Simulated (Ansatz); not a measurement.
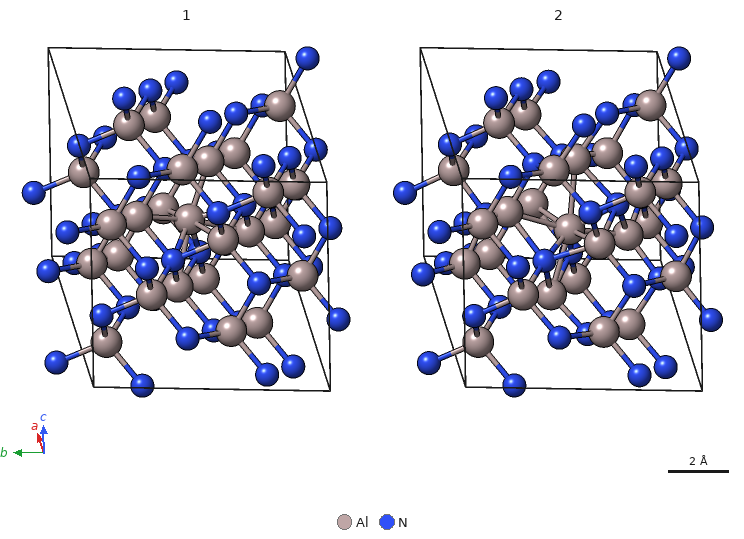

Two geometries of a defect cell of composition Al₂₅N₂₄, drawn at one scale. One is the start of a relaxation, the other its converged end. The picture is a ball-and-stick view of the cell of the calculation (origin shifted), seen from a free direction.

These are results of Ansatz, DFT PBE, scalar-relativistic, plane waves, PAW, not measurements. Settings: plane-wave cutoff 420 eV; k-point mesh 2 × 2 × 2; occupations gaussian; smearing width 0.01 eV; mesh shifted by (0.5, 0.5, 0.5); collinear spin; atoms relaxed in a fixed cell; force threshold 0.025 eV/Å; at most 45 steps.

Which one is relaxed?

Answer. Structure 2 is the relaxed one. Case: Al interstitial, charge +0, atoms relaxed at the host's cell. The atom that moves furthest is an Al atom (0.43 Å along [−1 −1 −1]). Largest moves by element: Al 0.43 Å, N 0.20 Å. The cell stays as it was. Near-neighbour distances that change, for instance: Al–Al 2.090 → 2.380 Å, Al–N 1.915 → 2.088 Å, Al–N 1.902 → 2.069 Å, Al–N 2.004 → 1.899 Å. Among the angles between lasting bonds that change: N–Al–Al 168.1° → 149.9°, N–Al–N 108.2° → 120.1°, N–Al–Al 75.3° → 85.9°. After 7 geometry steps the energy has fallen by 3.793 eV per cell of the calculation. The largest force component goes from 6.1 to 0.019 eV/Å. The run took 52 s on 4 threads of Intel(R) Xeon(R) 6975P-C (Granite Rapids) (shared host), peak memory 1.7 GiB.

Limits of the set-up: the periodic images lie only 8.0 Å apart, so the values are limited by the cell's size.
